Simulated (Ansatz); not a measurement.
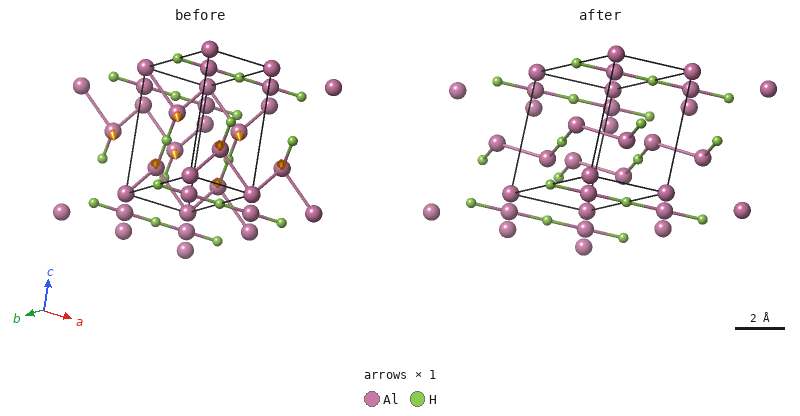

The structure of solid Al2H (a generated structure, set up in P-1) (coarse preliminary run) before (left) and after (right) a relaxation, at one scale. The orange arrows give the displacements (the part carried along by the change of the cell is left out), at their true length.

A ball-and-stick model of the cell of the calculation, repeated 2 × 2 × 1 with one cell outlined, seen from a free direction.

Method: DFT PBE, scalar-relativistic, plane waves, PAW in Ansatz 0.2.0. (plane-wave cutoff 420 eV; k-point mesh 6 × 4 × 4; occupations gaussian; smearing width 0.1 eV; no spin polarisation; cell and atoms relaxed; force threshold 0.04 eV/Å; at most 70 steps)

### Describe what moved and what it gained.

After 10 accepted moves (12 points after the start) the energy has fallen by 5.786 eV per cell of the calculation. Largest force component: 6.3 eV/Å at the start, 0.0067 eV/Å at the end. Pressure: 44.72 GPa at the start and −0.10 GPa at the end. The SCF was repeated twice at an unchanged geometry on a basis and grid sized afresh for the cell, which shifted the energy by 44.3 meV per cell of the calculation at most. The largest moves relative to the cell, 0.66 Å, are those of Al atoms. H stays in place. The drawn cell changes as follows: a 2.863 → 3.398 Å (+18.7 %), b 5.047 → 5.589 Å (+10.7 %), c 5.249 → 5.106 Å (−2.7 %), α 107.3° → 108.9°, β 99.5° → 92.4°, γ 95.9° → 103.5°; the volume changes by +25.5 %. Among the contacts that change: Al–Al 2.042 → 2.767 Å, Al–Al 3.368 → 2.645 Å, Al–Al 2.265 → 2.774 Å, Al–H 1.432 → 1.699 Å. Bonds break: Al–Al (2.04 → 2.77 Å). The space group stays P-1 (No. 2).
